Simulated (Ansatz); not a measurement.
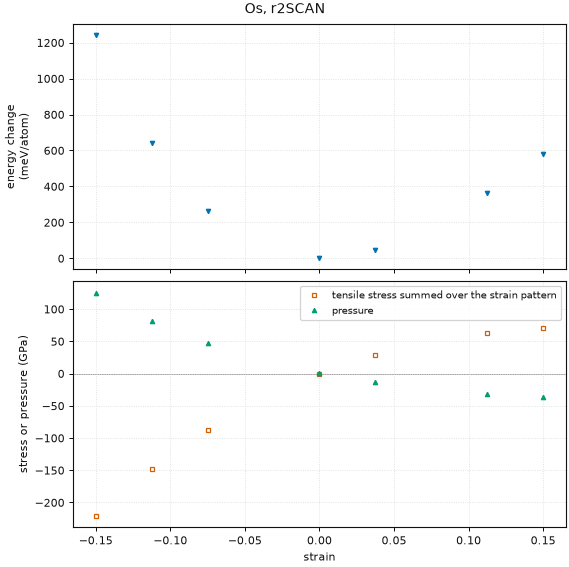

Figure. Energy change, tensile stress summed over the strain pattern and pressure against strain for Os, space group P6_3/mmc (No. 194).

The energy rises on both sides of the starting structure, which is therefore a minimum along this path. The energy change is 1242 meV/atom at strain −0.1500 and 580 meV/atom at 0.1500; the lowest computed point is at strain 0.0000 (0 meV/atom). The tensile stress summed over the strain pattern rises from −221 GPa at strain −0.1500 to 70 GPa at 0.1500, and changes sign near 0.000. The pressure falls from 126 GPa at strain −0.1500 to −36 GPa at 0.1500, and changes sign near 0.003. The slope of stress against strain at the start, which at zero pressure is the clamped-ion constant C33, is 888 GPa.

Calculation (Ansatz 0.2.0): homogeneous strain of a crystal along one Voigt pattern with engineering shear, fractional coordinates fixed, by plane-wave density functional theory with PAW datasets, free energies less that of the undisturbed cell, pressure positive in compression; scalar-relativistic. Level: r2SCAN, no spin polarisation.

| setting | value |
| --- | --- |
| wave cutoff | 500 eV |
| k mesh | 21×21×12 |
| occupations | Gaussian |
| smearing width | 0.15 eV |
| k shift | (0, 0, 0) (mesh steps) |
| start | as given |
| strain pattern | (0, 0, 1, 0, 0, 0) (xx yy zz yz xz xy with engineering shear) |

Structure:
```yaml
crystal:
  lattice:
    - [2.73410, 0.00000, 0.00000]
    - [-1.36705, 2.36780, 0.00000]
    - [0.00000, 0.00000, 4.31970]
  atoms:
    - { symbol: Os, position: [0.33333, 0.66667, 0.25000] }
    - { symbol: Os, position: [0.66667, 0.33333, 0.75000] }
```

Note: reference crystal is not relaxed.
